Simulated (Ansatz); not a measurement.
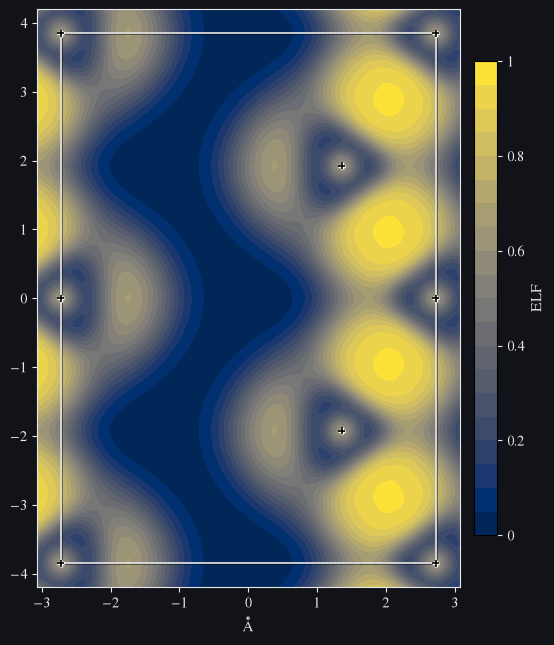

The electron localisation function on a plane through atoms (crosses mark nuclei in the plane).

Method: DFT r2SCAN, scalar-relativistic, plane waves, PAW (Ansatz).

Candidates:
A. Si, a = 5.44 Å, b = 5.44 Å, c = 5.44 Å, α = 90.00°, β = 90.00°, γ = 90.00°. Space group Fd-3m.
B. GaAs, a = 5.67 Å, b = 5.67 Å, c = 5.67 Å, α = 90.00°, β = 90.00°, γ = 90.00°. Space group F-43m.

Which system is this?

Answer. Candidate A: Si on the (011) plane of the conventional cell, which holds Si. Si–Si (2.36 Å): the ELF peaks at about 0.95 between the atoms, as expected for a covalent bond.
